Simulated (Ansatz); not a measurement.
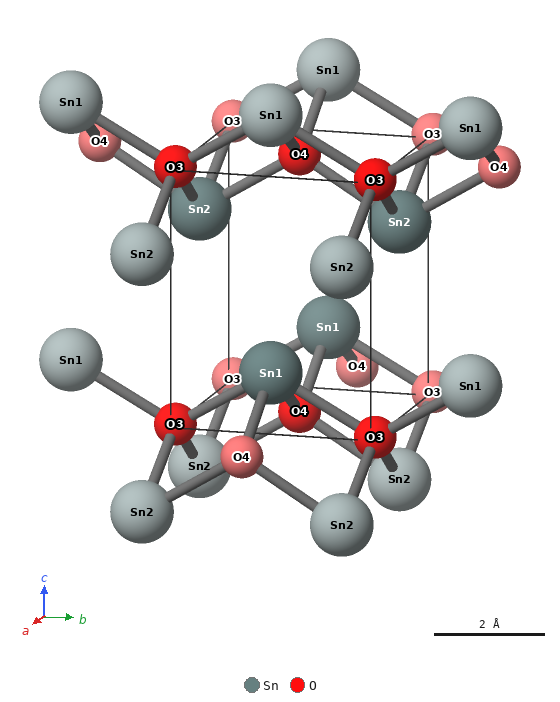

Figure 1. The structure as given in the input (ball-and-stick view of the cell of the calculation, seen slightly off an axis; neighbours outside the cell are drawn fainter; atoms are numbered from 1 in the order of the input). An atom can appear more than once, as a periodic image.

## Two runs on SnO

System: SnO (4 atoms in the cell).
Method of run A: DFT PBE, scalar-relativistic, plane waves, PAW, no spin polarisation (Ansatz 0.2.0).

The structure derives from an entry of the Crystallography Open Database. Text and figures count atoms from 1; the logs count them from 0 in places.

**Input file, run A**
```yaml
crystal:
  lattice:
    - [3.802, 0.0, 0.0]
    - [0.0, 3.802, 0.0]
    - [0.0, 0.0, 4.836]
  atoms:
    - { symbol: Sn, position: [0.0, 0.5, 0.2385] }
    - { symbol: Sn, position: [0.5, 0.0, 0.7615] }
    - { symbol: O, position: [-0.078905839, 0.0, 0.0] }
    - { symbol: O, position: [0.5, 0.5, 0.0] }
basis:
  ecutwfc: 420
kpoints:
  mp_grid: { grid: [12, 12, 10] }
hamiltonian:
  xc: pbe
scf:
  occupations: { method: gaussian, width: 0.15 }
output:
  forces: true
  stress: true
  eigenvalues: true
```

Command:
```bash
ansatz run input.yaml --threads 1 --pin off --max-ram 2560MiB --backend cpu --events-out ev --progress --plain --runs-dir out
```

Hardware: 1 thread of Intel Xeon (Granite Rapids), 192 GiB of memory available, shared host.

**Output, shortened to warnings, some set-up lines, iterations and results (run A)**
```
Basis set: ecut = 420 eV, 1361 PW (Γ), exchange–correlation on 54×54×72 points (8 copies of the dense FFT grid, shifted against one another)
Symmetry: 2 space group operations
k-points: 434 of 1440 (time reversal used)
Initial density: superposition of atomic densities (neutral atoms: chi_scale 0, normalization atom), corrected by the library's trained network
[...]
SCF iter   1: F=—  HF=-13182.933200 eV  |F-HF|=—  |Δ(HF+E_count)|=         —  Δρ=1.68e-3  dr2=1.62e-3  ethr=1.77e-3  ⟨swp⟩=5.6  Hψ=45579  notcnv=0
SCF iter   2: F=—  HF=-13182.933558 eV  |F-HF|=—  |Δ(HF+E_count)|=   3.58e-4  Δρ=1.02e-3  dr2=8.86e-4  ethr=4.05e-6  ⟨swp⟩=2.1  Hψ=20036  notcnv=0
SCF iter   3: F=—  HF=-13182.933821 eV  |F-HF|=—  |Δ(HF+E_count)|=   2.63e-4  Δρ=5.61e-4  dr2=1.75e-4  ethr=2.21e-6  ⟨swp⟩=2.3  Hψ=15642  notcnv=0
SCF iter   4: F=—  HF=-13182.933792 eV  |F-HF|=—  |Δ(HF+E_count)|=   2.84e-5  Δρ=1.69e-4  dr2=3.01e-5  ethr=4.36e-7  ⟨swp⟩=2.0  Hψ=14152  notcnv=0
SCF iter   5: F=—  HF=-13182.933790 eV  |F-HF|=—  |Δ(HF+E_count)|=   2.51e-6  Δρ=7.39e-5  dr2=8.11e-6  ethr=7.52e-8  ⟨swp⟩=1.9  Hψ=12324  notcnv=0
SCF iter   6: F=—  HF=-13182.933790 eV  |F-HF|=—  |Δ(HF+E_count)|=   3.30e-7  Δρ=6.83e-5  dr2=2.99e-6  ethr=2.03e-8  ⟨swp⟩=2.0  Hψ=13360  notcnv=0
SCF iter   7: F=—  HF=-13182.933790 eV  |F-HF|=—  |Δ(HF+E_count)|=   3.46e-7  Δρ=1.90e-5  dr2=3.29e-7  ethr=7.47e-9  ⟨swp⟩=2.0  Hψ=13737  notcnv=0
SCF iter   8: F=-13182.933790 eV  HF=-13182.933790 eV  |F-HF|=1.13e-8  |Δ(HF+E_count)|=   2.13e-7  Δρ=4.66e-6  dr2=2.27e-8  ethr=2.50e-10  ⟨swp⟩=6.1  Hψ=48520  notcnv=0
SCF 1 converged in 8 iterations: F = -13182.933790 eV  dr2 = 2.27e-8
SCF converged after 8 iterations
Free energy (F): -13182.933790 eV
Harris-Foulkes:  -13182.933790 eV  (|F-HF|=1.13e-8)
Internal energy: -13182.932714 eV  (E = F + TS)
E sigma→0 (E₀):  -13182.933252 eV
Entropy (-TS):   -0.001076 eV (-0.269 meV/atom)
Fermi energy:    10.148468 eV
--- Per-component energies (eV) ---
  E_band       = -183.273392
  E_kinetic    = 726.329258
  E_local      = -2686.124012  (includes V_loc(G=0)·N_el)
  E_nonlocal   = 32.536309
  E_hartree    = 1454.102430
  E_xc         = -913.440601
  E_vxc        = -381.306853  (∫ρ·V_xc dr)
  E_paw        = -8589.685224  (= ΣΔE_a)
  E_vpaw       = -782.917967  (= ΣTr[D̂ρ^β])
  E_aug_tail   = 0.004823  (compensation charges beyond the density's cutoff)
  E_ewald      = -3206.655697
  E_smearing   = -0.001076  (= −TS)
  E_closure    = -0.000000  (closes the sum)
  Σ components = -13182.933790   (vs F -13182.933790, Δ=0.00e0)
--- Forces (eV/Å), atoms counted from 1 ---
  atom   1  Sn    -0.25970629     0.00000000     0.20770642
  atom   2  Sn    -1.47123339     0.00000000    -1.26208054
  atom   3  O      3.10010957     0.00000000     1.13715506
  atom   4  O     -1.36921961     0.00000000    -0.08276886
  max |Σ_I F_I| component: 4.97e-5 eV/Å
--- Stress (GPa, compression-positive) ---
        9.872966       0.000000       4.146838
        0.000000       6.267473       0.000000
        4.146837       0.000000       5.540163
  P = ⅓ Tr σ = 7.2269 GPa (72.269 kbar)
```

The input of run B differs as follows (lines with − go, lines with + come):
```diff
-    - { symbol: O, position: [-0.078905839, 0.0, 0.0] }
+    - { symbol: O, position: [-0.078905839, 0.0, -0.0310173697] }
```

What does this change do to the results?

With the same functional and potentials, run B lies 69.2 meV per atom higher. The pressure goes from 7.23 to 8.98 GPa. The largest force goes from 3.302 to 5.254 eV/Å. The number of SCF iterations is the same.

**Output, shortened to warnings, some set-up lines, iterations and results (run B)**
```
Basis set: ecut = 420 eV, 1361 PW (Γ), exchange–correlation on 54×54×72 points (8 copies of the dense FFT grid, shifted against one another)
Symmetry: 2 space group operations
k-points: 434 of 1440 (time reversal used)
Initial density: superposition of atomic densities (neutral atoms: chi_scale 0, normalization atom), corrected by the library's trained network
[...]
SCF iter   1: F=—  HF=-13182.656294 eV  |F-HF|=—  |Δ(HF+E_count)|=         —  Δρ=2.03e-3  dr2=2.14e-3  ethr=1.77e-3  ⟨swp⟩=5.6  Hψ=45790  notcnv=0
SCF iter   2: F=—  HF=-13182.656692 eV  |F-HF|=—  |Δ(HF+E_count)|=   3.98e-4  Δρ=1.20e-3  dr2=1.04e-3  ethr=5.36e-6  ⟨swp⟩=2.2  Hψ=20753  notcnv=0
SCF iter   3: F=—  HF=-13182.656952 eV  |F-HF|=—  |Δ(HF+E_count)|=   2.60e-4  Δρ=5.39e-4  dr2=1.84e-4  ethr=2.59e-6  ⟨swp⟩=2.5  Hψ=16670  notcnv=0
SCF iter   4: F=—  HF=-13182.656930 eV  |F-HF|=—  |Δ(HF+E_count)|=   2.14e-5  Δρ=2.08e-4  dr2=4.26e-5  ethr=4.61e-7  ⟨swp⟩=2.0  Hψ=14185  notcnv=0
SCF iter   5: F=—  HF=-13182.656929 eV  |F-HF|=—  |Δ(HF+E_count)|=   9.54e-7  Δρ=7.75e-5  dr2=9.87e-6  ethr=1.06e-7  ⟨swp⟩=2.4  Hψ=13137  notcnv=0
SCF iter   6: F=—  HF=-13182.656929 eV  |F-HF|=—  |Δ(HF+E_count)|=   1.03e-7  Δρ=6.08e-5  dr2=2.54e-6  ethr=2.47e-8  ⟨swp⟩=2.0  Hψ=13156  notcnv=0
SCF iter   7: F=—  HF=-13182.656929 eV  |F-HF|=—  |Δ(HF+E_count)|=   2.08e-7  Δρ=2.19e-5  dr2=4.33e-7  ethr=6.35e-9  ⟨swp⟩=2.0  Hψ=14391  notcnv=0
SCF iter   8: F=-13182.656929 eV  HF=-13182.656929 eV  |F-HF|=1.88e-8  |Δ(HF+E_count)|=   1.83e-7  Δρ=5.81e-6  dr2=2.89e-8  ethr=2.50e-10  ⟨swp⟩=4.0  Hψ=45346  notcnv=0
SCF 1 converged in 8 iterations: F = -13182.656929 eV  dr2 = 2.89e-8
SCF converged after 8 iterations
Free energy (F): -13182.656929 eV
Harris-Foulkes:  -13182.656929 eV  (|F-HF|=1.88e-8)
Internal energy: -13182.655799 eV  (E = F + TS)
E sigma→0 (E₀):  -13182.656364 eV
Entropy (-TS):   -0.001130 eV (-0.282 meV/atom)
Fermi energy:    10.116958 eV
--- Per-component energies (eV) ---
  E_band       = -183.786790
  E_kinetic    = 726.966228
  E_local      = -2693.340517  (includes V_loc(G=0)·N_el)
  E_nonlocal   = 32.763989
  E_hartree    = 1457.231470
  E_xc         = -913.503917
  E_vxc        = -381.391957  (∫ρ·V_xc dr)
  E_paw        = -8589.943045  (= ΣΔE_a)
  E_vpaw       = -783.252093  (= ΣTr[D̂ρ^β])
  E_aug_tail   = 0.004837  (compensation charges beyond the density's cutoff)
  E_ewald      = -3202.834846
  E_smearing   = -0.001130  (= −TS)
  E_closure    = -0.000000  (closes the sum)
  Σ components = -13182.656929   (vs F -13182.656929, Δ=0.00e0)
--- Forces (eV/Å), atoms counted from 1 ---
  atom   1  Sn    -0.26028548     0.00000000    -0.15597968
  atom   2  Sn    -2.89426845     0.00000000    -2.37745205
  atom   3  O      4.58943109     0.00000000     2.55836645
  atom   4  O     -1.43493031     0.00000000    -0.02490057
  max |Σ_I F_I| component: 5.31e-5 eV/Å
--- Stress (GPa, compression-positive) ---
       15.751812       0.000000       6.218253
        0.000000       4.687124       0.000000
        6.218250       0.000000       6.505369
  P = ⅓ Tr σ = 8.9814 GPa (89.814 kbar)
```

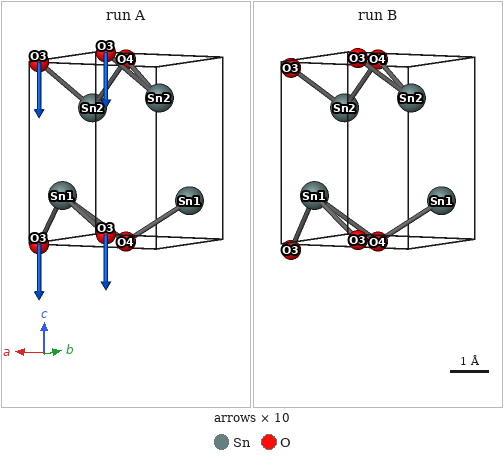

Figure 2. The two input geometries at one scale (ball-and-stick view of the cell of the calculation, seen at an oblique angle). The blue arrows on the first give the shifts of the atoms relative to the cell, magnified 10 times. O3 moves most: 0.15 Å. Sn stays in place. The lattice vectors keep their values. Among the contacts that change: Sn2–O3 1.973 → 1.889 Å, Sn1–O3 2.244 → 2.324 Å.

**The two runs side by side**

| quantity | run A | run B |
| --- | --- | --- |
| outcome | converged | converged |
| free energy per atom (eV) | −3295.7334 | −3295.6642 |
| gap on the mesh (eV) | 0.00 | 0.00 |
| pressure (GPa) | 7.23 | 8.98 |
| largest force (eV/Å) | 3.302 | 5.254 |
| SCF iterations | 8 | 8 |
| irreducible k-points | 434 | 434 |
| plane waves at Γ | 1361 | 1361 |
| wall time (shared host) | 32 s | 36 s |

For run A: The cell is under a pressure of 7.2 GPa at this level, so it is not at its equilibrium volume.
